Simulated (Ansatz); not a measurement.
System: Ga$_{16}$HO$_{24}$ (cell with a defect).

Input

```
crystal:
  lattice:
    - [0.0, 5.8400300424, 4.5408731728]
    - [-5.0576143756, -2.9200150212, 4.5408731728]
    - [5.0576143756, -2.9200150212, 4.5408731728]
  atoms:
    - { symbol: Ga, position: [0.8558438245, 0.8558438245, 0.8558438245], spin: 0.111 }
    - { symbol: Ga, position: [0.8558438245, 0.3558438245, 0.3558438245] }
    - { symbol: Ga, position: [0.3558438245, 0.3558438245, 0.8558438245] }
    - { symbol: Ga, position: [0.3558438245, 0.8558438245, 0.3558438245] }
    - { symbol: Ga, position: [0.6441561755, 0.6441561755, 0.6441561755] }
    - { symbol: Ga, position: [0.6441561755, 0.1441561755, 0.1441561755] }
    - { symbol: Ga, position: [0.1441561755, 0.1441561755, 0.6441561755] }
    - { symbol: Ga, position: [0.1441561755, 0.6441561755, 0.1441561755] }
    - { symbol: Ga, position: [0.1441561755, 0.1441561755, 0.1441561755], spin: 0.111 }
    - { symbol: Ga, position: [0.1441561755, 0.6441561755, 0.6441561755] }
    - { symbol: Ga, position: [0.6441561755, 0.6441561755, 0.1441561755] }
    - { symbol: Ga, position: [0.6441561755, 0.1441561755, 0.6441561755] }
    - { symbol: Ga, position: [0.3558438245, 0.3558438245, 0.3558438245] }
    - { symbol: Ga, position: [0.3558438245, 0.8558438245, 0.8558438245] }
    - { symbol: Ga, position: [0.8558438245, 0.8558438245, 0.3558438245] }
    - { symbol: Ga, position: [0.8558438245, 0.3558438245, 0.8558438245] }
    - { symbol: O, position: [0.5984364493, 0.25, 0.4015635507] }
    - { symbol: O, position: [0.5984364493, 0.75, 0.9015635507] }
    - { symbol: O, position: [0.0984364493, 0.75, 0.4015635507] }
    - { symbol: O, position: [0.0984364493, 0.25, 0.9015635507], spin: 0.111 }
    - { symbol: O, position: [0.25, 0.4015635507, 0.5984364493] }
    - { symbol: O, position: [0.25, 0.9015635507, 0.0984364493], spin: 0.111 }
    - { symbol: O, position: [0.75, 0.9015635507, 0.5984364493] }
    - { symbol: O, position: [0.75, 0.4015635507, 0.0984364493] }
    - { symbol: O, position: [0.4015635507, 0.5984364493, 0.25] }
    - { symbol: O, position: [0.4015635507, 0.0984364493, 0.75] }
    - { symbol: O, position: [0.9015635507, 0.0984364493, 0.25], spin: 0.111 }
    - { symbol: O, position: [0.9015635507, 0.5984364493, 0.75] }
    - { symbol: O, position: [0.4015635507, 0.75, 0.5984364493] }
    - { symbol: O, position: [0.4015635507, 0.25, 0.0984364493] }
    - { symbol: O, position: [0.9015635507, 0.25, 0.5984364493] }
    - { symbol: O, position: [0.9015635507, 0.75, 0.0984364493], spin: 0.111 }
    - { symbol: O, position: [0.5984364493, 0.4015635507, 0.75] }
    - { symbol: O, position: [0.5984364493, 0.9015635507, 0.25] }
    - { symbol: O, position: [0.0984364493, 0.9015635507, 0.75], spin: 0.111 }
    - { symbol: O, position: [0.0984364493, 0.4015635507, 0.25] }
    - { symbol: O, position: [0.75, 0.5984364493, 0.4015635507] }
    - { symbol: O, position: [0.75, 0.0984364493, 0.9015635507], spin: 0.111 }
    - { symbol: O, position: [0.25, 0.0984364493, 0.4015635507] }
    - { symbol: O, position: [0.25, 0.5984364493, 0.9015635507] }
    - { symbol: H, position: [0.0, 0.0, 0.0], spin: 0.111 }
  host:
    lattice:
      - [2.5288071878, 1.4600075106, 4.5408731728]
      - [-2.5288071878, 1.4600075106, 4.5408731728]
      - [0.0, -2.9200150212, 4.5408731728]
    atoms:
      - { symbol: Ga, position: [0.8558438245, 0.8558438245, 0.8558438245] }
      - { symbol: Ga, position: [0.6441561755, 0.6441561755, 0.6441561755] }
      - { symbol: Ga, position: [0.1441561755, 0.1441561755, 0.1441561755] }
      - { symbol: Ga, position: [0.3558438245, 0.3558438245, 0.3558438245] }
      - { symbol: O, position: [0.75, 0.4468728986, 0.0531271014] }
      - { symbol: O, position: [0.4468728986, 0.0531271014, 0.75] }
      - { symbol: O, position: [0.0531271014, 0.75, 0.4468728986] }
      - { symbol: O, position: [0.25, 0.5531271014, 0.9468728986] }
      - { symbol: O, position: [0.9468728986, 0.25, 0.5531271014] }
      - { symbol: O, position: [0.5531271014, 0.9468728986, 0.25] }
basis:
  ecutwfc: 420
  xc_grid: 2
kpoints:
  mp_grid: { grid: [2, 2, 2], shift: [0.5, 0.5, 0.5] }
hamiltonian:
  xc: pbe
scf:
  occupations: { method: gaussian, width: 0.01 }
output:
  forces: true
  stress: false
  eigenvalues: true
  populations: true
  charged_corrections:
    defect_position: [0.0, 0.0, 0.0]
    epsilon: [[14.0148, 0.0, 0.0], [0.0, 14.0148, 0.0], [0.0, 0.0, 21.0877]]
  write_density: true
  write_potential: true
  elf: true
  volumetric_format: npy
magnetization:
  spin_polarized: true
relax:
  adjacent_minimum: "off"
  f_tol: 0.025
  max_steps: 45
```

Command:

```sh
ansatz run input.yaml --threads 4 --pin off --max-ram 10240MiB --backend cpu --events-out ev --progress --plain --runs-dir out
```

The fields are those of the run's last geometry, not of the input's.

Spin-polarised.

The calculation used Ansatz, DFT PBE, scalar-relativistic, plane waves, PAW.

Q: What can the converged valence pseudo-density, electron localisation function and spin density tell about the bonding?

A: Ga–H (1.97 Å): ρ at the midpoint is about 0.35 e/Å³; the ELF climbs to about 1 towards the hydrogen.
The spin density sits on H: +0.5 μB in one cell of 41 atoms, with smaller moments on other sites: O (up to +0.06 μB): with much of the spin spread outside that site. The cell of the calculation (41 atoms) carries 1.0 μB of net spin moment.

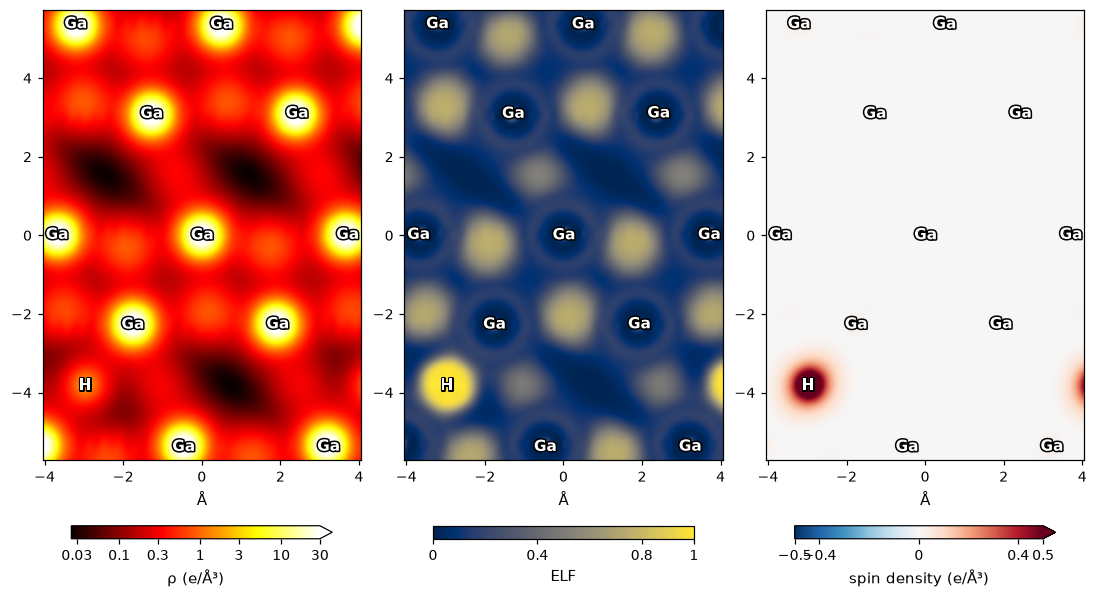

Computed valence pseudo-density, electron localisation function and spin density on the (11̄0) plane of the calculation cell, in this order. Atoms just off the plane (O, 0.8 Å away) can leave unmarked features too.

The density is the valence pseudo-density of a PAW calculation; it isn't the true density close to the nuclei.
